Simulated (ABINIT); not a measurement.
InP: phonons q calculation (part 1 of 2)

- system: InP (F-43m, 2 atoms in the cell)
- method: Kohn-Sham DFT of a periodic cell, LDA, JTH PAW LDA v2.0, no spin polarisation (ABINIT 10.8.3)

The structure derives from an entry of the Crystallography Open Database.

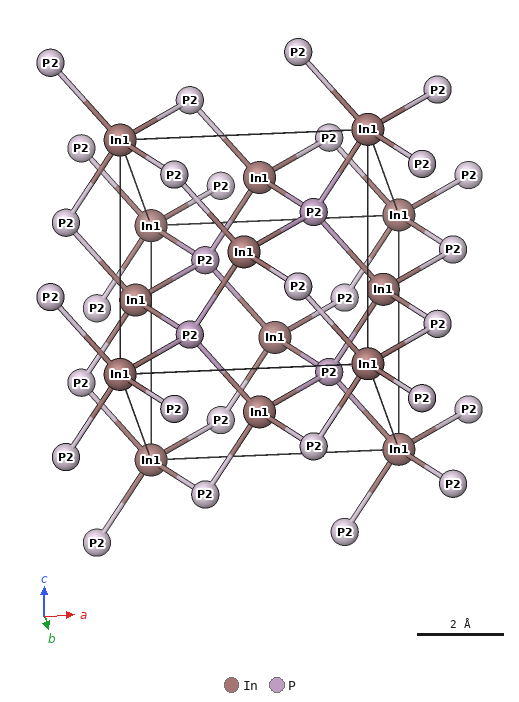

**Figure 1.** The structure as given in the input (ball-and-stick view of the cell 4 times as large as that of the calculation, set on its symmetry axes, seen at an oblique angle; neighbours outside the cell are drawn fainter; atoms are numbered from 1 in the order of the input). Near neighbours in the crystal (not all of them lie inside the picture): In has 4 P at 2.54 Å; P has 4 In at 2.54 Å.

Input file:
```
ndtset 2

pp_dirpath "./"
pseudos "In.LDA_PW-JTH.xml, P.LDA_PW-JTH.xml"

acell 4.1443528445 4.1443528445 4.1443528445 Angstrom
rprim
     0.0000000000     0.7071067812     0.7071067812
     0.7071067812     0.0000000000     0.7071067812
     0.7071067812     0.7071067812     0.0000000000
ntypat 2
znucl 49 15
natom 2
typat 1 2
xred
            0.0            0.0            0.0
            3/4            3/4            3/4

ecut 15.0
pawecutdg 30.0

ngkpt 4 4 4
nshiftk 4
shiftk
     0.5000000000     0.5000000000     0.5000000000
     0.5000000000     0.0000000000     0.0000000000
     0.0000000000     0.5000000000     0.0000000000
     0.0000000000     0.0000000000     0.5000000000

ixc 7

nband 9
occopt 1

nstep 80
diemac 6.0

prteig 0
prtebands 0
prtwf 0
prtden 0
prtpot 0

kptopt1 1
tolvrs1 1.0e-11
prtwf1 1
tolwfr1 1.0e-15

rfphon2 1
rfatpol2 1 2
rfdir2 1 1 1
getwfk2 1
kptopt2 3
nqpt2 1
qpt2 1/2 1/2 1/2
tolvrs2 1.0e-8
```

Run on 1 thread of Arm Neoverse V1, 24 GiB of memory available, shared host.

Command:
```bash
abinit run.abi > log 2>&1
```

The program's output:
```
.Version 10.8.3 of ABINIT
 DATASET    1 : space group F-4 3 m (#216); Bravais cF (face-center cubic)
================================================================================
 Values of the parameters that define the memory need for DATASET  1.
     intxc =       0    ionmov =       0      iscf =      17    lmnmax =      18
     lnmax =       6     mgfft =      30  mpssoang =       3    mqgrid =    3001
     natom =       2  nloc_mem =       2    nspden =       1   nspinor =       1
    nsppol =       1      nsym =      24    n1xccc =       1    ntypat =       2
    occopt =       1   xclevel =       1
       mpw =         953          nfft =       27000          nkpt =          10
 PAW method is used; the additional fine FFT grid is defined by:
   mgfftf=        40    nfftf =     64000
================================================================================
================================================================================

 DATASET    2 : space group F-4 3 m (#216); Bravais cF (face-center cubic)
================================================================================
 Values of the parameters that define the memory need for DATASET  2 (RF).
     intxc =       0      iscf =       7    lmnmax =      18     lnmax =       6
     mgfft =      30  mpssoang =       3    mqgrid =    3001     natom =       2
  nloc_mem =       2    nspden =       1   nspinor =       1    nsppol =       1
      nsym =      24    n1xccc =       1    ntypat =       2    occopt =       1
   xclevel =       1
      nfft =       27000          nkpt =         256
================================================================================
================================================================================

--------------------------------------------------------------------------------
------------- Echo of variables that govern the present computation ------------
--------------------------------------------------------------------------------
 -outvars: echo values of preprocessed input variables --------
            acell      7.8316918452E+00  7.8316918452E+00  7.8316918452E+00 Bohr
              amu      1.14820000E+02  3.09737620E+01
           diemac      6.00000000E+00
             ecut      1.50000000E+01 Hartree
           getwfk1          0
           getwfk2          1
             iscf1         17
             iscf2          7
              ixc           7
           jdtset        1    2
                       outvar_i_n : Printing only first  50 k-points.
           kptopt1          1
           kptopt2          3
         kptrlatt        4   -4    4     -4    4    4     -4   -4    4
          kptrlen      4.43027393E+01
            natom           2
            nband1          9
            nband2          9
           ndtset           2
            ngfft          30      30      30
          ngfftdg          40      40      40
             nkpt1         10
             nkpt2        256
             nqpt1          0
             nqpt2          1
            nstep          80
             nsym          24
           ntypat           2
        optdriver1          0
        optdriver2          1
        pawecutdg      3.00000000E+01 Hartree
           prtden           0
        prtebands           0
           prteig           0
            prtwf1          1
            prtwf2          0
              qpt1     0.00000000E+00  0.00000000E+00  0.00000000E+00
              qpt2     5.00000000E-01  5.00000000E-01  5.00000000E-01
           rfphon1          0
           rfphon2          1
            rprim      0.0000000000E+00  7.0710678120E-01  7.0710678120E-01
                       7.0710678120E-01  0.0000000000E+00  7.0710678120E-01
                       7.0710678120E-01  7.0710678120E-01  0.0000000000E+00
           shiftk      5.00000000E-01  5.00000000E-01  5.00000000E-01
          spgroup         216
           tolvrs1     1.00000000E-11
           tolvrs2     1.00000000E-08
           tolwfr1     1.00000000E-15
           tolwfr2     0.00000000E+00
            typat      1  2
           useylm           1
                       outvars : Printing only first  50 k-points.
           xangst      0.0000000000E+00  0.0000000000E+00  0.0000000000E+00
                       4.3957500000E+00  4.3957500000E+00  4.3957500000E+00
            xcart      0.0000000000E+00  0.0000000000E+00  0.0000000000E+00
                       8.3067636180E+00  8.3067636180E+00  8.3067636180E+00
             xred      0.0000000000E+00  0.0000000000E+00  0.0000000000E+00
                       7.5000000000E-01  7.5000000000E-01  7.5000000000E-01
            znucl       49.00000   15.00000

================================================================================

 chkinp: Checking input parameters for consistency, jdtset=   1.

 chkinp: Checking input parameters for consistency, jdtset=   2.

================================================================================
== DATASET  1 ==================================================================

--- !DatasetInfo
iteration_state: {dtset: 1, }
dimensions: {natom: 2, nkpt: 10, mband: 9, nsppol: 1, nspinor: 1, nspden: 1, mpw: 953, }
cutoff_energies: {ecut:  15.0, pawecutdg:  30.0, }
electrons: {nelect:   1.80000000E+01, charge:   0.00000000E+00, occopt:   1.00000000E+00, tsmear:   1.00000000E-02, }
meta: {optdriver: 0, ionmov: 0, optcell: 0, iscf: 17, paral_kgb: 0, }
...

 Exchange-correlation functional for the present dataset will be:
  LDA: Perdew-Wang 92 LSD fit to Ceperley-Alder data - ixc=7
  J.P.Perdew and Y.Wang, PRB 45, 13244 (1992)

 Real(R)+Recip(G) space primitive vectors, cartesian coordinates (Bohr,Bohr^-1):
 R(1)=  0.0000000  5.5378424  5.5378424  G(1)= -0.0902879  0.0902879  0.0902879
 R(2)=  5.5378424  0.0000000  5.5378424  G(2)=  0.0902879 -0.0902879  0.0902879
 R(3)=  5.5378424  5.5378424  0.0000000  G(3)=  0.0902879  0.0902879 -0.0902879
 Unit cell volume ucvol=  3.3966576E+02 bohr^3
 Angles (23,13,12)=  6.00000000E+01  6.00000000E+01  6.00000000E+01 degrees

 Coarse grid specifications (used for wave-functions):

 getcut: wavevector=  0.0000  0.0000  0.0000  ngfft=  30  30  30
         ecut(hartree)=     15.000   => boxcut(ratio)=   2.19957

 Fine grid specifications (used for densities):

 getcut: wavevector=  0.0000  0.0000  0.0000  ngfft=  40  40  40
         ecut(hartree)=     30.000   => boxcut(ratio)=   2.07147

--- Pseudopotential description ------------------------------------------------
- pspini: atom type   1  psp file is ./In.LDA_PW-JTH.xml
 Pseudopotential format is: paw10
 basis_size (lnmax)=  6 (lmn_size= 18), orbitals=   0   0   1   1   2   2
 Spheres core radius: rc_sph= 2.50644782
 Shapefunction is BESSEL type: shapef(r,l)=aa(1,l)*jl(q(1,l)*r)+aa(2,l)*jl(q(2,l)*r)
 Radius for shape functions =  1.40569481
 Compensation charge density is not taken into account in XC energy/potential

- pspini: atom type   2  psp file is ./P.LDA_PW-JTH.xml
 Pseudopotential format is: paw10
 basis_size (lnmax)=  4 (lmn_size=  8), orbitals=   0   0   1   1
 Spheres core radius: rc_sph= 1.60765221
 Shapefunction is SIN type: shapef(r)=[sin(pi*r/rshp)/(pi*r/rshp)]**2
 Radius for shape functions =  1.60765221
 Compensation charge density is not taken into account in XC energy/potential

   4.46325274E+02                                ecore*ucvol(ha*bohr**3)
--------------------------------------------------------------------------------

================================================================================

--- !BeginCycle
iteration_state: {dtset: 1, }
solver: {iscf: 17, nstep: 80, nline: 4, wfoptalg: 10, }
tolerances: {tolwfr: 1.00E-15, tolvrs: 1.00E-11, }
...

     iter   Etot(hartree)      deltaE(h)  residm     nres2
 ETOT  1  -64.568928840846    -6.457E+01 2.629E-01 3.448E+00
 ETOT  2  -64.903885759005    -3.350E-01 1.709E-03 2.247E+00
 ETOT  3  -64.898942339360     4.943E-03 1.228E-04 5.003E-01
 ETOT  4  -64.897588072780     1.354E-03 9.502E-05 2.829E-02
 ETOT  5  -64.897548536152     3.954E-05 7.867E-06 1.155E-03
 ETOT  6  -64.897548820145    -2.840E-07 3.244E-07 6.833E-05
 ETOT  7  -64.897549280399    -4.603E-07 4.755E-08 1.126E-06
 ETOT  8  -64.897549286450    -6.051E-09 1.940E-09 1.490E-07
 ETOT  9  -64.897549286844    -3.936E-10 1.201E-09 4.779E-09
 ETOT 10  -64.897549286880    -3.666E-11 2.910E-11 7.353E-10
 ETOT 11  -64.897549286883    -3.070E-12 1.900E-11 1.350E-11
 ETOT 12  -64.897549286883     3.837E-13 5.079E-13 1.082E-12
 ETOT 13  -64.897549286883    -2.558E-13 1.644E-13 1.281E-13
 ETOT 14  -64.897549286884    -7.390E-13 6.769E-15 2.656E-14
 ETOT 15  -64.897549286884     3.837E-13 4.006E-15 5.457E-15
 ETOT 16  -64.897549286884    -5.684E-14 9.561E-16 2.669E-16

 At SCF step   16  max residual=  9.56E-16 < tolwfr=  1.00E-15 AND nres2   =  2.67E-16 < tolvrs=  1.00E-11 =>converged.

 Cartesian components of stress tensor (hartree/bohr^3)
  sigma(1 1)=  4.59240421E-05  sigma(3 2)=  0.00000000E+00
  sigma(2 2)=  4.59240421E-05  sigma(3 1)=  0.00000000E+00
  sigma(3 3)=  4.59240421E-05  sigma(2 1)=  0.00000000E+00

--- !ResultsGS
iteration_state: {dtset: 1, }
comment   : Summary of ground state results
lattice_vectors:
- [  0.0000000,   5.5378424,   5.5378424, ]
- [  5.5378424,   0.0000000,   5.5378424, ]
- [  5.5378424,   5.5378424,   0.0000000, ]
lattice_lengths: [   7.83169,    7.83169,    7.83169, ]
lattice_angles: [ 60.000,  60.000,  60.000, ] # degrees, (23, 13, 12)
lattice_volume:   3.3966576E+02
convergence: {deltae: -5.684E-14, res2:  2.669E-16, residm:  9.561E-16, diffor: null, }
etotal    :  -6.48975493E+01
entropy   :   0.00000000E+00
fermie    :   1.59840129E-01
cartesian_stress_tensor: # hartree/bohr^3
- [  4.59240421E-05,   0.00000000E+00,   0.00000000E+00, ]
- [  0.00000000E+00,   4.59240421E-05,   0.00000000E+00, ]
- [  0.00000000E+00,   0.00000000E+00,   4.59240421E-05, ]
pressure_GPa:  -1.3511E+00
xred      :
- [  0.0000E+00,   0.0000E+00,   0.0000E+00, In]
- [  7.5000E-01,   7.5000E-01,   7.5000E-01,  P]
cartesian_forces: # hartree/bohr
- [ -0.00000000E+00,  -0.00000000E+00,  -0.00000000E+00, ]
- [ -0.00000000E+00,  -0.00000000E+00,  -0.00000000E+00, ]
force_length_stats: {min:   0.00000000E+00, max:   0.00000000E+00, mean:   0.00000000E+00, }
...

 Integrated electronic density in atomic spheres:
 ------------------------------------------------
 Atom  Sphere_radius  Integrated_density
    1        2.50645         11.28701298
    2        1.60765          1.59526077

================================================================================

 ----iterations are completed or convergence reached----

 Mean square residual over all n,k,spin=   53.063E-17; max=  95.609E-17
 reduced coordinates (array xred) for    2 atoms
       0.000000000000      0.000000000000      0.000000000000
       0.750000000000      0.750000000000      0.750000000000
 rms dE/dt=  0.0000E+00; max dE/dt=  0.0000E+00; dE/dt below (all hartree)
    1       0.000000000000      0.000000000000      0.000000000000
    2       0.000000000000      0.000000000000      0.000000000000

 cartesian coordinates (angstrom) at end:
    1      0.00000000000000     0.00000000000000     0.00000000000000
    2      4.39575000004719     4.39575000004719     4.39575000004719
```
